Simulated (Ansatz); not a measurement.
Run report: Si16H2O, geometry relaxation (part 3 of 3)

The same run, continued: Si16H2O (slab, 19 atoms in the cell); DFT PBE+D3(BJ), scalar-relativistic, plane waves, PAW, no spin polarisation (Ansatz 0.2.0); cutoff 420 eV, 2×3×1 k-mesh, Gaussian smearing of 0.05 eV. The structure derives from an entry of the Crystallography Open Database. The input holds or restrains some coordinates. It belongs to a series of runs on one base structure; here: 1 H2O a cell, upright, over a bridge Si-Si site.

Geometry of the input (Å; fractional positions):
```
7.6672  0.0000  0.0000
0.0000  5.4215  0.0000
0.0000  0.0000  25.3165
Si 0.2500  0.0000  0.3160
Si 0.7500  0.0000  0.3160
Si 0.5000  0.2500  0.3160
Si 0.0000  0.2500  0.3160
Si 0.5000  0.5000  0.3917
Si 0.0000  0.5000  0.3917
Si 0.7500  0.7500  0.3917
Si 0.2500  0.7500  0.3917
Si 0.7500  0.0037  0.4679
Si 0.2500  0.0037  0.4679
Si 0.0000  0.2463  0.4679
Si 0.5000  0.2463  0.4679
Si 0.0000  0.5081  0.5396
Si 0.5000  0.5081  0.5396
Si 0.2500  0.7419  0.5396
Si 0.7500  0.7419  0.5396
O  0.3448  0.5217  0.6550
H  0.3750  0.6250  0.6241
H  0.3750  0.6250  0.6860
```

Trajectory as extended XYZ (Å, eV, eV/Å), 11 of the 49 frames kept, from step=1 to step=49:
```
19
Lattice="7.6672 0.0000 0.0000 0.0000 5.4215 0.0000 0.0000 0.0000 25.3165" Properties=species:S:1:pos:R:3:forces:R:3 step=1 energy=-10767.20019
Si    1.9168    0.0000    8.0000   -0.0068   0.2649   0.2075
Si    5.7504    0.0000    8.0000    0.0032   0.2484   0.1943
Si    3.8336    1.3554    8.0000    0.0005  -0.2436   0.1483
Si    0.0000    1.3554    8.0000    0.0026  -0.2599   0.1562
Si    3.8336    2.7108    9.9168   -0.0006   0.0541  -0.1544
Si    0.0000    2.7108    9.9168    0.0094   0.0530  -0.1668
Si    5.7504    4.0661    9.9168   -0.0090  -0.0576  -0.1835
Si    1.9168    4.0661    9.9168    0.0005  -0.0613  -0.1769
Si    5.7504    0.0199   11.8464    0.0111   0.0008  -0.0024
Si    1.9168    0.0199   11.8464    0.0194  -0.0137  -0.0091
Si    0.0000    1.3355   11.8464   -0.0172  -0.0149   0.0135
Si    3.8336    1.3355   11.8464   -0.0079  -0.0284   0.0103
Si    0.0000    2.7545   13.6600    0.0056  -0.0262  -0.0378
Si    3.8336    2.7545   13.6600    0.1387  -0.0655  -0.2730
Si    1.9168    4.0224   13.6600   -0.0975   0.1359  -0.1101
Si    5.7504    4.0224   13.6600    0.0014   0.0257   0.0253
O     2.6439    2.8282   16.5830    0.2607   0.6019   0.4931
H     2.8752    3.3885   15.8000   -0.1475  -0.1875   0.5760
H     2.8752    3.3885   17.3661   -0.1667  -0.4255  -0.7103
19
Lattice="7.6672 0.0000 0.0000 0.0000 5.4215 0.0000 0.0000 0.0000 25.3165" Properties=species:S:1:pos:R:3:forces:R:3 step=6 energy=-10767.47041
Si    1.9168    0.0000    8.0000    0.0454   0.3645   0.4811
Si    5.7504    0.0000    8.0000   -0.0285   0.3025   0.4824
Si    3.8336    1.3554    8.0000   -0.0239  -0.3148  -0.1353
Si    0.0000    1.3554    8.0000    0.0109  -0.3088  -0.0425
Si    3.8336    2.7108    9.9168    0.0063   0.0466  -0.0883
Si    0.0000    2.7108    9.9168   -0.0046   0.0674  -0.0666
Si    5.7504    4.0661    9.9168    0.0297  -0.1807  -0.3295
Si    1.9168    4.0661    9.9168   -0.0244  -0.1967  -0.3042
Si    5.7647   -0.0288   11.8765    0.0021  -0.0265  -0.0903
Si    1.9104   -0.0139   11.8639   -0.0040  -0.0278  -0.1254
Si   -0.0017    1.3101   11.8223    0.0027   0.0522   0.0016
Si    3.8416    1.2720   11.7979    0.0023   0.0769   0.0386
Si    0.0105    2.8694   13.5148   -0.0141   0.0914  -0.3579
Si    3.8340    2.9595   13.3642   -0.0127   0.1459  -0.2359
Si    1.9034    4.1664   13.8112    0.1194  -0.0578   0.4142
Si    5.7706    4.1415   13.8213   -0.1105  -0.0531   0.3613
O     2.7484    2.7766   16.8894   -0.1783   1.0217  -0.8922
H     2.5715    3.4077   16.1214    0.1702  -0.8361   0.9054
H     2.9123    3.4051   17.6159    0.0118  -0.1674  -0.0157
19
Lattice="7.6672 0.0000 0.0000 0.0000 5.4215 0.0000 0.0000 0.0000 25.3165" Properties=species:S:1:pos:R:3:forces:R:3 step=11 energy=-10767.68379
Si    1.9168    0.0000    8.0000    0.0017   0.4811   0.4599
Si    5.7504    0.0000    8.0000   -0.0055   0.4720   0.4527
Si    3.8336    1.3554    8.0000    0.0017  -0.5027  -0.1047
Si    0.0000    1.3554    8.0000   -0.0042  -0.5046  -0.1076
Si    3.8336    2.7108    9.9168    0.0215   0.1947  -0.1178
Si    0.0000    2.7108    9.9168   -0.0336   0.2075  -0.1277
Si    5.7504    4.0661    9.9168   -0.0160  -0.1443  -0.2432
Si    1.9168    4.0661    9.9168   -0.0045  -0.1314  -0.2132
Si    5.7383   -0.0605   11.9222    0.0069  -0.0478  -0.0176
Si    1.9063   -0.0195   11.8963    0.0143  -0.0440   0.0060
Si   -0.0253    1.2841   11.7880    0.0288  -0.0064   0.0265
Si    3.8355    1.2905   11.7960   -0.0263  -0.0225   0.0102
Si   -0.0458    3.0783   13.2407   -0.0143  -0.0022  -0.0149
Si    3.8113    3.0883   13.2451   -0.0041   0.0086   0.0441
Si    1.8742    4.2083   13.9311    0.0403   0.0256  -0.0512
Si    5.7233    4.2099   13.9938   -0.0358   0.0184  -0.0056
O     2.9187    2.8423   16.8810    0.0178   0.0024   0.0192
H     2.5231    3.5000   16.2761    0.0014   0.0072   0.0197
H     3.2109    3.3747   17.6386    0.0097  -0.0118  -0.0344
19
Lattice="7.6672 0.0000 0.0000 0.0000 5.4215 0.0000 0.0000 0.0000 25.3165" Properties=species:S:1:pos:R:3:forces:R:3 step=15 energy=-10767.69484
Si    1.9168    0.0000    8.0000    0.0009   0.4824   0.4593
Si    5.7504    0.0000    8.0000   -0.0100   0.4749   0.4458
Si    3.8336    1.3554    8.0000    0.0104  -0.4984  -0.0971
Si    0.0000    1.3554    8.0000   -0.0046  -0.5058  -0.1048
Si    3.8336    2.7108    9.9168    0.0272   0.1781  -0.0875
Si    0.0000    2.7108    9.9168   -0.0309   0.1876  -0.0997
Si    5.7504    4.0661    9.9168   -0.0174  -0.1615  -0.2621
Si    1.9168    4.0661    9.9168   -0.0085  -0.1447  -0.2382
Si    5.7462   -0.0642   11.9181    0.0029   0.0053  -0.0037
Si    1.9148   -0.0213   11.8919   -0.0042   0.0081   0.0026
Si   -0.0167    1.2859   11.7950    0.0049  -0.0006  -0.0021
Si    3.8415    1.2907   11.8017   -0.0024   0.0068  -0.0124
Si   -0.0579    3.0876   13.2410    0.0005   0.0098   0.0044
Si    3.8070    3.0780   13.2684   -0.0072   0.0044   0.0289
Si    1.8716    4.2151   13.9231   -0.0115  -0.0177   0.0043
Si    5.7112    4.2241   13.9992    0.0077  -0.0167   0.0048
O     3.1558    2.8300   16.7405   -0.2500   0.5792  -0.0980
H     2.5670    3.5304   16.3545    0.4836  -0.4838   0.2889
H     3.7358    3.3214   17.3545   -0.1921  -0.1076  -0.2337
19
Lattice="7.6672 0.0000 0.0000 0.0000 5.4215 0.0000 0.0000 0.0000 25.3165" Properties=species:S:1:pos:R:3:forces:R:3 step=20 energy=-10767.75187
Si    1.9168    0.0000    8.0000    0.0095   0.4771   0.4626
Si    5.7504    0.0000    8.0000   -0.0157   0.4765   0.4442
Si    3.8336    1.3554    8.0000    0.0142  -0.4823  -0.0903
Si    0.0000    1.3554    8.0000   -0.0109  -0.5110  -0.1080
Si    3.8336    2.7108    9.9168    0.0313   0.1723  -0.0705
Si    0.0000    2.7108    9.9168   -0.0292   0.1871  -0.0943
Si    5.7504    4.0661    9.9168   -0.0322  -0.1536  -0.2496
Si    1.9168    4.0661    9.9168   -0.0076  -0.1298  -0.2273
Si    5.7476   -0.0615   11.9167   -0.0023   0.0047  -0.0013
Si    1.9212   -0.0150   11.8895   -0.0050   0.0014  -0.0082
Si   -0.0143    1.2859   11.7947   -0.0053   0.0016  -0.0017
Si    3.8444    1.3029   11.8105    0.0066  -0.0056   0.0071
Si   -0.0790    3.0855   13.2417    0.0081  -0.0114   0.0000
Si    3.7932    3.0632   13.3197   -0.0097  -0.0130   0.0468
Si    1.8460    4.2196   13.9136    0.0039   0.0145   0.0102
Si    5.7032    4.2336   14.0040    0.0090   0.0219  -0.0200
O     3.5192    2.5791   16.3118   -0.3417   0.6000  -0.0391
H     2.8260    3.2769   16.1721    0.4396  -0.5159   0.0549
H     4.2516    3.0892   16.7079   -0.0639  -0.1344  -0.1155
19
Lattice="7.6672 0.0000 0.0000 0.0000 5.4215 0.0000 0.0000 0.0000 25.3165" Properties=species:S:1:pos:R:3:forces:R:3 step=25 energy=-10767.92355
Si    1.9168    0.0000    8.0000    0.0178   0.4741   0.4342
Si    5.7504    0.0000    8.0000   -0.0322   0.4702   0.4175
Si    3.8336    1.3554    8.0000    0.0133  -0.4830  -0.0214
Si    0.0000    1.3554    8.0000   -0.0055  -0.4987  -0.0847
Si    3.8336    2.7108    9.9168    0.0231   0.1412  -0.0750
Si    0.0000    2.7108    9.9168   -0.0208   0.2015  -0.1146
Si    5.7504    4.0661    9.9168   -0.0474  -0.0923  -0.2343
Si    1.9168    4.0661    9.9168    0.0096  -0.0849  -0.2388
Si    5.7379   -0.0266   11.8932    0.0004   0.0091   0.0009
Si    1.9121    0.0058   11.8713    0.0032  -0.0013  -0.0096
Si   -0.0182    1.3086   11.8063   -0.0026   0.0139  -0.0078
Si    3.8318    1.3337   11.8282    0.0026   0.0395   0.0056
Si   -0.0439    3.0870   13.2743   -0.0015   0.0064  -0.0156
Si    3.8021    3.0448   13.4341    0.0233  -0.0222  -0.0451
Si    1.8500    4.2864   13.9146    0.0480  -0.0491   0.0611
Si    5.7439    4.2827   13.9712   -0.0341  -0.0183   0.0041
O     3.7346    2.1996   15.6149   -0.1348   0.1305   0.0061
H     2.9644    2.7690   15.8546    0.1614  -0.1730  -0.0374
H     4.5080    2.7016   15.9506   -0.0240  -0.0634  -0.0451
19
Lattice="7.6672 0.0000 0.0000 0.0000 5.4215 0.0000 0.0000 0.0000 25.3165" Properties=species:S:1:pos:R:3:forces:R:3 step=30 energy=-10767.98490
Si    1.9168    0.0000    8.0000    0.0260   0.4882   0.4168
Si    5.7504    0.0000    8.0000   -0.0242   0.4888   0.4192
Si    3.8336    1.3554    8.0000   -0.0020  -0.5581   0.0053
Si    0.0000    1.3554    8.0000    0.0004  -0.4928  -0.0777
Si    3.8336    2.7108    9.9168   -0.0036   0.1431  -0.2462
Si    0.0000    2.7108    9.9168    0.0017   0.1174  -0.0772
Si    5.7504    4.0661    9.9168   -0.0201  -0.1045  -0.2162
Si    1.9168    4.0661    9.9168    0.0266  -0.1084  -0.2202
Si    5.7459   -0.0354   11.8999    0.0022   0.0006   0.0017
Si    1.9208   -0.0392   11.9015    0.0015   0.0029   0.0017
Si    0.0010    1.2882   11.8065    0.0013  -0.0010   0.0015
Si    3.8327    1.3042   11.7824    0.0002   0.0229  -0.0055
Si    0.0078    3.0647   13.2714   -0.0017  -0.0033   0.0034
Si    3.8395    2.9812   13.3975   -0.0027  -0.0618   0.0657
Si    1.9146    4.2279   13.9607    0.0127   0.0003  -0.0113
Si    5.7656    4.2267   13.9540   -0.0115   0.0029  -0.0112
O     3.8514    1.7390   15.1604   -0.1742   0.3708   0.3245
H     3.0613    2.0581   15.6604    0.1980  -0.1879  -0.2417
H     4.6186    2.0930   15.6635   -0.0302  -0.1209  -0.1339
19
Lattice="7.6672 0.0000 0.0000 0.0000 5.4215 0.0000 0.0000 0.0000 25.3165" Properties=species:S:1:pos:R:3:forces:R:3 step=35 energy=-10768.02856
Si    1.9168    0.0000    8.0000    0.0324   0.5079   0.4165
Si    5.7504    0.0000    8.0000   -0.0250   0.4783   0.4190
Si    3.8336    1.3554    8.0000   -0.0112  -0.5610   0.0186
Si    0.0000    1.3554    8.0000    0.0055  -0.4873  -0.0782
Si    3.8336    2.7108    9.9168    0.0063   0.1663  -0.2864
Si    0.0000    2.7108    9.9168   -0.0172   0.1166  -0.0725
Si    5.7504    4.0661    9.9168   -0.0182  -0.0669  -0.1755
Si    1.9168    4.0661    9.9168    0.0373  -0.1083  -0.2445
Si    5.7464   -0.0314   11.9055   -0.0040  -0.0140   0.0130
Si    1.9277   -0.0257   11.8885   -0.0112  -0.0225  -0.0111
Si    0.0034    1.2955   11.8125    0.0163  -0.0117  -0.0039
Si    3.8379    1.3189   11.7849   -0.0080   0.0406   0.0249
Si    0.0199    3.0697   13.2809   -0.0029   0.0193   0.0424
Si    3.8323    2.9704   13.4367   -0.0162  -0.0746  -0.0317
Si    1.9236    4.2559   13.9575   -0.0117   0.0170   0.0267
Si    5.7629    4.2117   13.9490    0.0370   0.0404  -0.0019
O     3.8883    1.7436   15.0684   -0.2321   0.0840   0.3601
H     2.9948    1.6035   15.4733    0.3872  -0.0447  -0.2643
H     4.4712    2.1587   15.7443   -0.1634  -0.0793  -0.1514
19
Lattice="7.6672 0.0000 0.0000 0.0000 5.4215 0.0000 0.0000 0.0000 25.3165" Properties=species:S:1:pos:R:3:forces:R:3 step=39 energy=-10768.20109
Si    1.9168    0.0000    8.0000    0.0632   0.5151   0.4058
Si    5.7504    0.0000    8.0000    0.0107   0.4550   0.4344
Si    3.8336    1.3554    8.0000   -0.0573  -0.5439   0.0391
Si    0.0000    1.3554    8.0000   -0.0089  -0.4735  -0.0666
Si    3.8336    2.7108    9.9168    0.0000   0.1933  -0.3201
Si    0.0000    2.7108    9.9168   -0.0393   0.0885  -0.0537
Si    5.7504    4.0661    9.9168    0.0291  -0.0364  -0.1294
Si    1.9168    4.0661    9.9168    0.0395  -0.1251  -0.2604
Si    5.7575   -0.0300   11.9171    0.0112   0.0103   0.0177
Si    1.9319   -0.0269   11.8825   -0.0082   0.0012  -0.0168
Si    0.0170    1.3156   11.8347    0.0103   0.0059  -0.0030
Si    3.8433    1.3189   11.7792    0.0078  -0.0087   0.0082
Si    0.0476    3.0876   13.3279   -0.0131   0.0295   0.0391
Si    3.8367    2.9312   13.4653    0.0190  -0.0652   0.1188
Si    1.9653    4.2840   13.9772    0.0711   0.0381  -0.0051
Si    5.7657    4.1979   13.9499    0.0029   0.0138  -0.0411
O     3.8798    1.6723   15.0068   -0.4460  -0.0438   0.5356
H     3.1184    0.9868   15.0328    0.5061   0.3553  -0.0833
H     3.9557    2.1387   15.8810   -0.1972  -0.4088  -0.6189
19
Lattice="7.6672 0.0000 0.0000 0.0000 5.4215 0.0000 0.0000 0.0000 25.3165" Properties=species:S:1:pos:R:3:forces:R:3 step=44 energy=-10768.31562
Si    1.9168    0.0000    8.0000    0.0819   0.5256   0.4246
Si    5.7504    0.0000    8.0000    0.0297   0.4385   0.4426
Si    3.8336    1.3554    8.0000   -0.0773  -0.5437   0.0305
Si    0.0000    1.3554    8.0000   -0.0249  -0.4620  -0.0822
Si    3.8336    2.7108    9.9168    0.0534   0.1965  -0.3273
Si    0.0000    2.7108    9.9168   -0.0796   0.0402  -0.0189
Si    5.7504    4.0661    9.9168    0.0321  -0.0420  -0.1405
Si    1.9168    4.0661    9.9168    0.0098  -0.1679  -0.3375
Si    5.7667   -0.0615   11.9374   -0.0026   0.0049  -0.0225
Si    1.9373   -0.0059   11.8517   -0.0164   0.0067   0.0154
Si    0.0115    1.3203   11.8477   -0.0023  -0.0023   0.0051
Si    3.8643    1.3065   11.7662    0.0045  -0.0133   0.0125
Si    0.0176    3.0866   13.3547   -0.0139   0.0000  -0.0167
Si    3.8044    2.8582   13.5022   -0.0252   0.0165   0.0212
Si    1.9662    4.2700   13.9145    0.0178   0.0425  -0.0239
Si    5.7260    4.1636   13.9764   -0.0004  -0.0100   0.0324
O     3.5457    1.6016   14.9822   -0.1388  -0.0033   0.2377
H     3.0018    0.7640   14.7247    0.0246  -0.0052  -0.0205
H     3.0605    2.0039   15.7375    0.1278  -0.0216  -0.2317
19
Lattice="7.6672 0.0000 0.0000 0.0000 5.4215 0.0000 0.0000 0.0000 25.3165" Properties=species:S:1:pos:R:3:forces:R:3 step=49 energy=-10768.32036
Si    1.9168    0.0000    8.0000    0.0783   0.5307   0.4278
Si    5.7504    0.0000    8.0000    0.0296   0.4422   0.4365
Si    3.8336    1.3554    8.0000   -0.0742  -0.5444   0.0295
Si    0.0000    1.3554    8.0000   -0.0283  -0.4675  -0.0842
Si    3.8336    2.7108    9.9168    0.0630   0.1930  -0.3090
Si    0.0000    2.7108    9.9168   -0.0935   0.0475  -0.0236
Si    5.7504    4.0661    9.9168    0.0268  -0.0389  -0.1432
Si    1.9168    4.0661    9.9168    0.0008  -0.1604  -0.3367
Si    5.7590   -0.0663   11.9397   -0.0010   0.0000  -0.0030
Si    1.9270    0.0065   11.8443    0.0030   0.0025   0.0025
Si   -0.0021    1.3251   11.8497    0.0001  -0.0008   0.0011
Si    3.8602    1.3084   11.7697   -0.0005  -0.0001   0.0014
Si    0.0031    3.0979   13.3499   -0.0021  -0.0001   0.0005
Si    3.7942    2.8618   13.5049   -0.0013  -0.0020  -0.0019
Si    1.9574    4.2821   13.9006    0.0056  -0.0012  -0.0003
Si    5.7137    4.1688   13.9916    0.0011   0.0003   0.0043
O     3.5025    1.6252   15.0041    0.0022  -0.0159  -0.0011
H     2.9980    0.7674   14.7348   -0.0063   0.0218   0.0092
H     2.9375    2.0636   15.6729   -0.0031  -0.0067  -0.0100
```

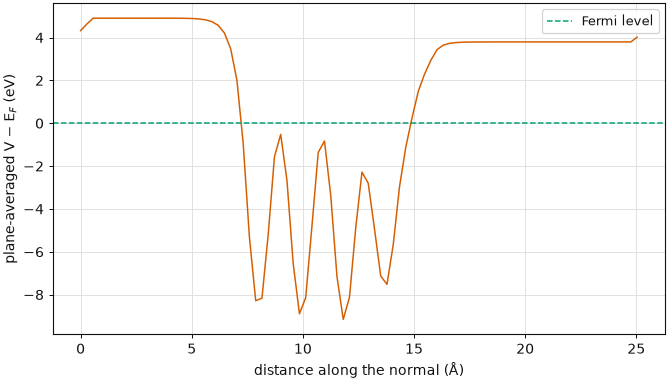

Plane average of the electrostatic potential energy of an electron across the cell, from the Fermi level. The vacuum level lies 3.80 eV above the Fermi level on the upper side and 4.91 eV on the lower.

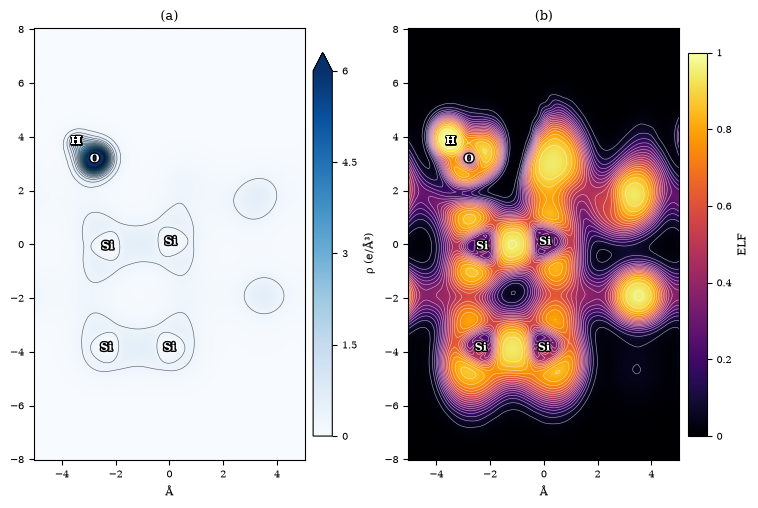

(a) valence charge density (pseudo); (b) electron localisation function on the (110) plane of the calculation cell, a cut from vacuum to vacuum. The section cuts through Si, O and H sites. O–H (0.98 Å): ρ at the midpoint is about 3.7 e/Å³; the ELF climbs to about 1 towards the hydrogen, as it does in any bond to H; a covalent bond by its length. Si–Si (2.35 Å): ρ is about 0.56 e/Å³ halfway, a local maximum along the line; the ELF peaks at about 0.95 between the atoms (a shared electron pair). The density dies away to nearly zero in the vacuum. In a PAW calculation such maps are meaningful between the atoms, not at the nuclei.

Summary:

```json
{"quantity": "outcome", "value": "converged under the restraints of the input"}
{"quantity": "electrons treated", "value": "72"}
{"quantity": "free energy", "value": "−10768.3204 eV"}
{"quantity": "work function, top face", "value": "3.80 eV"}
{"quantity": "work function, bottom face", "value": "4.91 eV"}
{"quantity": "Fermi energy", "value": "−0.928 eV"}
{"quantity": "gap on the k-point mesh", "value": "0.04 eV"}
{"quantity": "final volume", "value": "1052.35 Å³"}
{"quantity": "work function (upper face)", "value": "3.80 eV"}
{"quantity": "largest force (length of the vector) at the end, held atoms and coordinates included", "value": "0.686 eV/Å"}
{"quantity": "wall time", "value": "14 min (CPU time 27 min)"}
{"quantity": "peak memory", "value": "1.2 GiB"}
```

Notes on the run: the exchange-correlation potential is rough where the density is thin.
